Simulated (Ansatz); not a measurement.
Run report: Al₁₆HO₂₄, single-point calculation (part 2 of 2)

The same run, continued: Al₁₆HO₂₄ (defect cell, 41 atoms in the cell); DFT PBE, scalar-relativistic, plane waves, PAW, spin-polarised (Ansatz 0.2.0); cutoff 420 eV, 3×3×3 k-mesh, Gaussian smearing of 0.05 eV, collinear spins. The structure derives from a Materials Project entry.

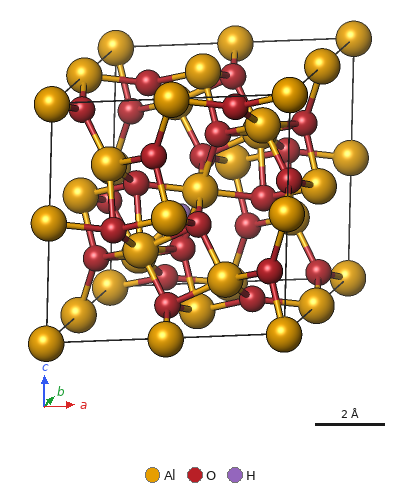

**Figure 1.** The input geometry (ball-and-stick view of the cell of the calculation, seen slightly off an axis). An atom can appear more than once, as a periodic image.

### Output, continued
```
--- Band table (eV; the first three rows and the last of 28) ---
  k-point 0 ↑: bands = ["-12.1584", "-10.9134", "-10.9131", "-10.8968", "-10.8869", "-10.8864", "-10.8669", "-9.9551", "-9.9549", "-9.9409", "-9.7880", "-9.7506", "-9.7498", "-9.7497", "-9.5485", "-9.5075", "-9.5072", "-9.4467", "-9.4466", "-9.4174", "-9.4173", "-9.2215", "-9.2214", "-9.2013", "0.3932", "0.7338", "0.8889", "0.8892", "1.4977", "1.6698", "1.8817", "1.8819", "1.9598", "1.9600", "2.0133", "2.0135", "2.0395", "2.1327", "2.4854", "2.5164", "2.5165", "2.5522", "2.5523", "2.5931", "2.6185", "2.6188", "2.9526", "3.2126", "3.2127", "3.7181", "3.8521", "3.8524", "3.9471", "4.0828", "4.1459", "4.1461", "4.1534", "4.6426", "4.7531", "4.7532", "4.8221", "4.8294", "4.8295", "5.0010", "5.0332", "5.0333", "5.3074", "5.3075", "5.3393", "5.3867", "5.4928", "5.4931", "5.6404", "5.6406", "5.8253", "5.8622", "5.8624", "6.0219", "6.0221", "6.1054", "6.1730", "6.1731", "6.2290", "6.2292", "6.2465", "6.3027", "6.3029", "6.5279", "6.5719", "6.5721", "6.6289", "6.6473", "6.6475", "6.9843", "7.0181", "7.0182", "9.1825", "13.3679", "15.9700", "16.3967", "16.3970", "16.4655", "16.4656", "16.4694", "16.9162", "17.0083", "17.0085", "17.1239", "17.3240", "17.3243", "17.4168", "17.7795", "17.7797", "17.8114", "17.9188", "18.2962", "18.2965", "18.3932", "18.5091", "18.5095", "18.7327", "18.7501", "18.7503", "19.2216", "19.2456", "19.2463", "19.3787", "19.4674", "19.4678", "19.5005", "19.6966", "19.6968", "19.7656", "19.8345", "19.8346", "20.1491", "20.2478", "20.5003", "20.5006"]
  k-point 1 ↑: bands = ["-11.9939", "-11.5344", "-10.9946", "-10.9735", "-10.7042", "-10.6871", "-10.2799", "-10.1924", "-10.1717", "-9.8942", "-9.8420", "-9.7902", "-9.7551", "-9.7363", "-9.6604", "-9.6258", "-9.4596", "-9.3826", "-9.3641", "-9.3453", "-9.2914", "-9.2255", "-9.2179", "-9.2056", "0.5627", "0.7777", "0.9915", "1.1002", "1.3289", "1.4925", "1.6072", "1.6900", "1.7263", "1.8347", "1.9108", "2.0268", "2.1046", "2.1569", "2.2723", "2.3012", "2.3395", "2.4388", "2.6286", "2.7972", "2.8294", "2.9904", "3.0630", "3.1340", "3.5420", "3.5729", "3.8256", "3.8766", "4.0423", "4.1086", "4.1957", "4.3697", "4.4473", "4.5487", "4.6493", "4.6717", "4.8028", "4.9002", "4.9778", "5.0740", "5.1343", "5.1491", "5.1959", "5.3212", "5.4528", "5.4718", "5.5084", "5.5762", "5.6257", "5.6620", "5.6764", "5.7339", "5.8386", "5.8522", "5.8913", "6.0888", "6.1082", "6.1285", "6.2233", "6.2453", "6.2645", "6.3207", "6.3679", "6.4185", "6.5479", "6.5892", "6.6046", "6.6552", "6.7418", "6.7856", "6.9147", "7.0034", "9.2137", "14.0178", "15.4175", "16.3446", "16.3804", "16.4550", "16.6359", "16.7878", "16.9126", "16.9632", "17.0012", "17.1262", "17.2871", "17.3046", "17.3590", "17.4449", "17.5871", "17.7858", "18.0288", "18.1391", "18.1928", "18.3140", "18.3686", "18.4355", "18.5307", "18.6890", "18.7877", "18.9721", "19.0333", "19.2477", "19.3585", "19.6066", "19.6670", "19.7616", "19.8678", "20.0233", "20.0589", "20.1357", "20.2487", "20.3009", "20.3744", "20.6256", "20.6700"]
  k-point 2 ↑: bands = ["-11.9939", "-11.5344", "-10.9947", "-10.9734", "-10.7041", "-10.6872", "-10.2796", "-10.1928", "-10.1714", "-9.8944", "-9.8419", "-9.7904", "-9.7551", "-9.7361", "-9.6605", "-9.6257", "-9.4595", "-9.3826", "-9.3641", "-9.3453", "-9.2914", "-9.2256", "-9.2180", "-9.2055", "0.5627", "0.7778", "0.9912", "1.1004", "1.3288", "1.4927", "1.6073", "1.6900", "1.7263", "1.8347", "1.9109", "2.0265", "2.1049", "2.1569", "2.2720", "2.3014", "2.3395", "2.4387", "2.6287", "2.7972", "2.8295", "2.9903", "3.0631", "3.1340", "3.5419", "3.5733", "3.8256", "3.8766", "4.0421", "4.1084", "4.1959", "4.3697", "4.4473", "4.5488", "4.6492", "4.6717", "4.8028", "4.9000", "4.9778", "5.0739", "5.1342", "5.1491", "5.1958", "5.3213", "5.4527", "5.4719", "5.5084", "5.5763", "5.6256", "5.6618", "5.6767", "5.7339", "5.8383", "5.8526", "5.8912", "6.0888", "6.1081", "6.1284", "6.2234", "6.2456", "6.2645", "6.3205", "6.3682", "6.4181", "6.5483", "6.5890", "6.6044", "6.6553", "6.7417", "6.7855", "6.9148", "7.0033", "9.2136", "14.0178", "15.4174", "16.3446", "16.3804", "16.4550", "16.6360", "16.7879", "16.9126", "16.9633", "17.0009", "17.1261", "17.2871", "17.3048", "17.3592", "17.4448", "17.5871", "17.7859", "18.0287", "18.1392", "18.1931", "18.3136", "18.3687", "18.4355", "18.5306", "18.6893", "18.7875", "18.9719", "19.0333", "19.2481", "19.3585", "19.6069", "19.6670", "19.7615", "19.8679", "20.0235", "20.0587", "20.1356", "20.2484", "20.3008", "20.3744", "20.6253", "20.6704"]
  k-point 13 ↓: bands = ["-11.6254", "-11.6089", "-11.2266", "-11.2067", "-10.6303", "-10.6216", "-10.3746", "-10.3298", "-10.0288", "-10.0148", "-9.7337", "-9.7120", "-9.6684", "-9.6206", "-9.5581", "-9.5322", "-9.4036", "-9.3594", "-9.3329", "-9.3011", "-9.2623", "-9.2373", "-9.2299", "-9.2119", "0.6928", "0.9034", "0.9627", "1.0403", "1.0487", "1.1759", "1.1985", "1.5862", "1.8897", "1.9406", "2.0491", "2.1645", "2.2211", "2.2669", "2.3951", "2.4731", "2.5001", "2.5205", "2.7963", "2.8642", "2.9953", "3.0711", "3.2094", "3.4041", "3.4708", "3.6145", "3.8922", "3.9555", "4.1064", "4.1850", "4.3172", "4.3563", "4.5229", "4.5770", "4.6621", "4.6804", "4.7281", "4.7956", "4.8523", "4.9198", "5.0152", "5.1307", "5.2744", "5.3273", "5.3690", "5.3893", "5.5131", "5.6150", "5.6675", "5.7288", "5.7594", "5.8093", "5.8533", "5.9581", "5.9830", "6.0148", "6.0637", "6.1626", "6.1702", "6.2041", "6.2228", "6.2482", "6.3941", "6.4296", "6.6736", "6.7249", "6.7463", "6.7584", "6.8229", "6.8699", "6.9087", "6.9159", "11.6127", "15.0907", "15.5470", "15.8076", "16.0116", "16.1895", "16.4452", "16.6132", "16.7359", "16.8836", "16.9316", "16.9920", "17.1248", "17.3300", "17.4964", "17.7227", "17.8681", "17.9273", "18.1111", "18.2053", "18.2497", "18.5187", "18.6737", "18.7832", "18.8887", "18.9507", "19.0191", "19.0829", "19.0957", "19.2214", "19.2902", "19.3329", "19.5081", "19.6214", "19.7444", "19.9668", "20.0836", "20.0971", "20.1703", "20.3763", "20.4390", "20.5990", "20.6546"]
--- Löwdin populations: 41 sites ---
  site symbol       q [e]    m [muB]
     0     Al      1.7187     0.0005
     1     Al      1.7187     0.0005
     2     Al      1.7308    -0.0023
     3     Al      1.7187     0.0005
     4     Al      1.7080    -0.0016
     5     Al      1.7080    -0.0016
     6     Al      1.7070     0.0012
     7     Al      1.7080    -0.0016
     8     Al      1.6966     0.0019
     9     Al      1.6966     0.0019
    10     Al      1.7715     0.0476
    11     Al      1.6966     0.0019
    12     Al      1.6965     0.0021
    13     Al      1.6965     0.0021
    14     Al      1.6984     0.0003
    15     Al      1.6964     0.0021
    16      O      6.7900     0.0502
    17      O      6.7967     0.0031
    18      O      6.7968     0.0005
    19      O      6.7979     0.0014
    20      O      6.7894     0.0368
    21      O      6.7973     0.0009
    22      O      6.7972    -0.0002
    23      O      6.7972     0.0024
    24      O      6.7972     0.0024
    25      O      6.7893     0.0368
    26      O      6.7972    -0.0002
    27      O      6.7974     0.0009
    28      O      6.7967     0.0031
    29      O      6.7979     0.0014
    30      O      6.7968     0.0005
    31      O      6.7900     0.0502
    32      O      6.7978     0.0014
    33      O      6.7900     0.0501
    34      O      6.7968     0.0005
    35      O      6.7967     0.0031
    36      O      6.7974     0.0009
    37      O      6.7972     0.0024
    38      O      6.7972    -0.0002
    39      O      6.7893     0.0369
    40      H      0.9437     0.6451
  spilling = 0.008301 (of n_electrons = 193.000000)
--- Bader charges: 41 sites ---
  site symbol  charge [e]  shift [e]    m [muB]
     0     Al      2.5510     0.0018     0.0004
     1     Al      2.5510     0.0018     0.0004
     2     Al      2.5503     0.0017    -0.0008
     3     Al      2.5510     0.0018     0.0004
     4     Al      2.5616     0.0017    -0.0002
     5     Al      2.5616     0.0017    -0.0002
     6     Al      2.5618     0.0017     0.0000
     7     Al      2.5616     0.0017    -0.0002
     8     Al      2.5365     0.0021     0.0008
     9     Al      2.5366     0.0021     0.0008
    10     Al      2.5248     0.0020     0.0153
    11     Al      2.5365     0.0021     0.0008
    12     Al      2.5370     0.0022     0.0011
    13     Al      2.5370     0.0022     0.0011
    14     Al      2.5372     0.0021     0.0002
    15     Al      2.5370     0.0022     0.0011
    16      O     -1.6872     0.0013     0.0623
    17      O     -1.6952     0.0013     0.0034
    18      O     -1.6975     0.0013     0.0006
    19      O     -1.6970     0.0013     0.0020
    20      O     -1.6860     0.0013     0.0483
    21      O     -1.6978     0.0013     0.0013
    22      O     -1.6968     0.0013    -0.0001
    23      O     -1.6961     0.0013     0.0032
    24      O     -1.6961     0.0013     0.0032
    25      O     -1.6859     0.0013     0.0483
    26      O     -1.6968     0.0013    -0.0001
    27      O     -1.6978     0.0013     0.0013
    28      O     -1.6952     0.0013     0.0034
    29      O     -1.6971     0.0013     0.0020
    30      O     -1.6975     0.0013     0.0006
    31      O     -1.6872     0.0013     0.0623
    32      O     -1.6970     0.0013     0.0020
    33      O     -1.6872     0.0013     0.0622
    34      O     -1.6975     0.0013     0.0006
    35      O     -1.6952     0.0013     0.0034
    36      O     -1.6978     0.0013     0.0013
    37      O     -1.6961     0.0013     0.0032
    38      O     -1.6968     0.0013    -0.0001
    39      O     -1.6859     0.0013     0.0484
    40      H     -0.0721     0.0001     0.6160
  estimated error of the sums over rays = 3.6e-4 e
```

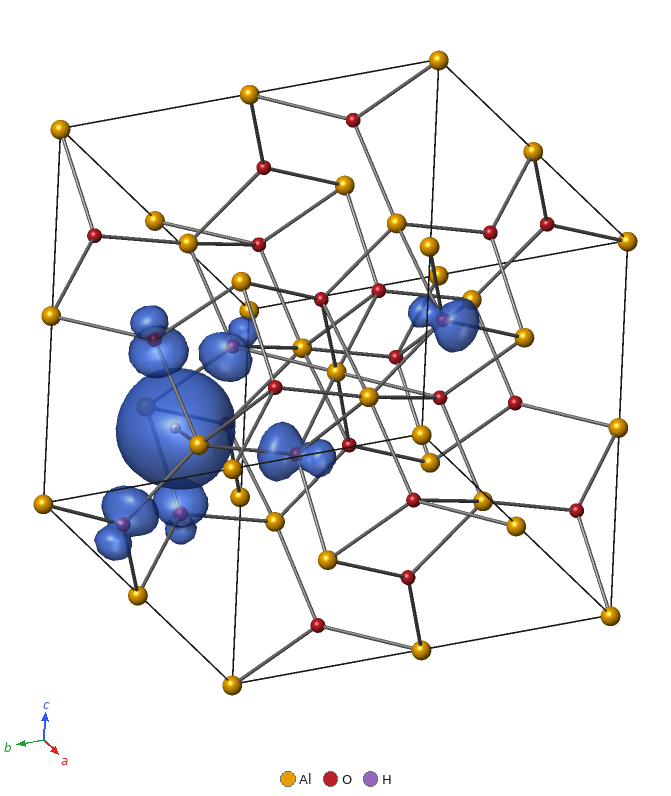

**Figure 2.** Isosurfaces of the magnetisation density (up minus down) at +0.03 (blue) and −0.03 e/Å³ (red), seen at an oblique angle. Sticks mark near contacts. The outline is the calculation cell. The spin density sits on H: +0.5 μB in one cell of 41 atoms: a single local moment. The cell of the calculation (41 atoms) carries 1.0 μB net. Only one sign reaches the isovalue. In a PAW calculation such maps are meaningful between the atoms, not at the nuclei.

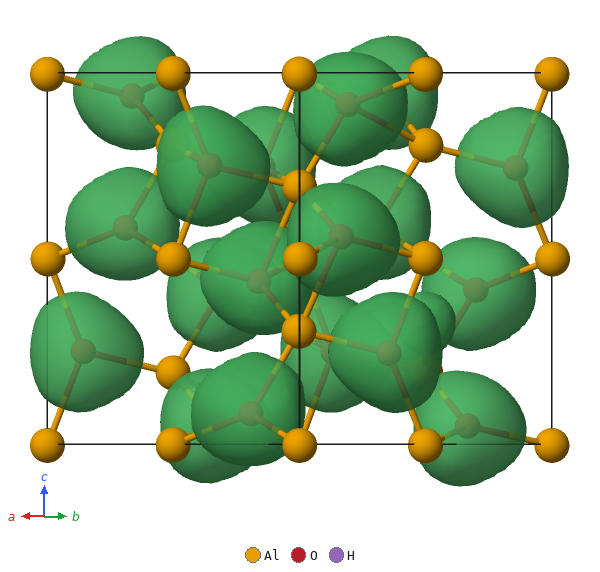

**Figure 3.** Isosurface of the valence charge density (pseudo) at 0.3 e/Å³ (green), seen along [110]. Sticks mark near contacts. The outline is the calculation cell. At this value the density breaks into separate islands; it holds about 80 % of the electrons treated as valence. It is pinched off along the Al–H (1.84 Å) contacts. On the grid the lowest density along these lines, outside the cores, is 0.57 e/Å³ (Al–O, 1.82 Å), 0.22 e/Å³ (Al–H, 1.84 Å), 0.49 e/Å³ (Al–O, 1.89 Å) and 0.45 e/Å³ (Al–O, 1.93 Å).

### Results in brief

```tsv
quantity	value
outcome	converged
electrons treated	193
free energy	−22288.2515 eV
Fermi energy	10.324 eV
gap on the k-point mesh	2.22 eV
net moment of the cell	1.00 μB
integrated absolute moment	1.05 μB
largest force (length of the vector)	0.025 eV/Å
hardware	4 threads of Arm Neoverse V2, 24 GiB of memory available, shared host
wall time	2.7 min (CPU time 10 min)
peak memory	1.8 GiB
```
